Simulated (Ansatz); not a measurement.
Mo

Input file:

```
crystal:
  lattice:
    - [0.0, 2.015, 2.015]
    - [2.015, 0.0, 2.015]
    - [2.015, 2.015, 0.0]
  atoms:
    - { symbol: Mo, position: [0.0, 0.0, 0.0] }
basis:
  ecutwfc: 500
kpoints:
  mp_grid: { grid: [18, 18, 18] }
hamiltonian:
  xc: r2scan
scf:
  occupations: { method: gaussian, width: 0.1 }
output:
  forces: true
  stress: true
  eigenvalues: true
  write_density: true
  write_potential: true
  elf: true
  volumetric_format: npy
relax:
  adjacent_minimum: "off"
  f_tol: 0.005
  max_steps: 80
  cell: { stress_tol: 0.05 }
```

Command:

```sh
ansatz run input.yaml --threads 2 --pin off --max-ram 6144MiB --backend cpu --events-out ev --progress --plain --runs-dir out
```

Below, planes, directions and counts refer to the conventional cell (a = 3.99 Å, b = 3.99 Å, c = 3.99 Å, α = 90.00°, β = 90.00°, γ = 90.00°).

The fields are those of the relaxed geometry.

Space group Fm-3m; computed without spin polarisation.

Theory: Ansatz, DFT r2SCAN, scalar-relativistic, plane waves, PAW.

Q: Predict the valence pseudo-density and electron localisation function between the atoms.

A: Mo–Mo (2.82 Å): ρ at the midpoint is about 0.33 e/Å³; the ELF is about 0.30 at the midpoint; no shared electron pair shows on this line.

Q: Does the calculation give a band gap?

A: It is metallic or semimetallic at this level of theory: no gap opens.

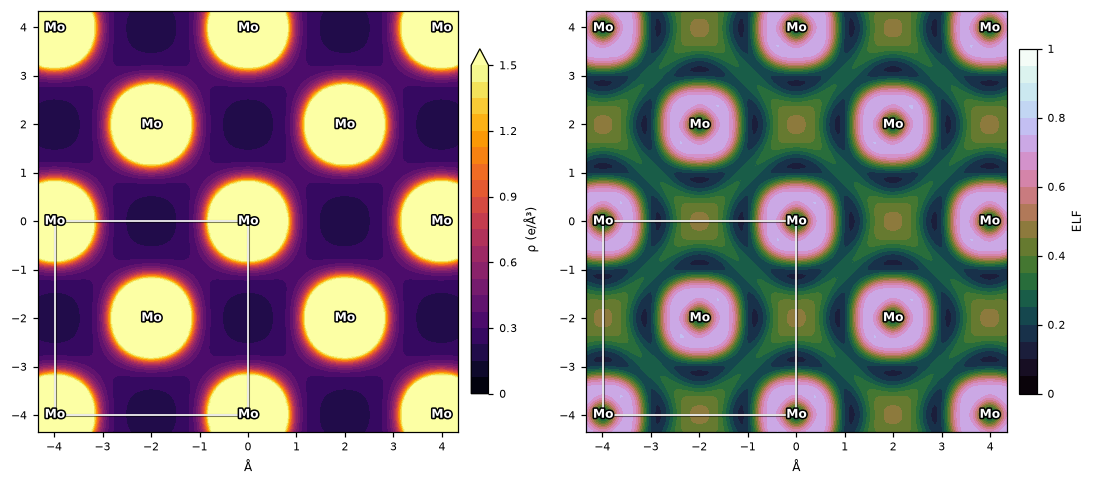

Computed valence pseudo-density and electron localisation function on the (100) plane of the conventional cell, in this order. 

In a PAW calculation such maps are meaningful between the atoms, not at the nuclei.
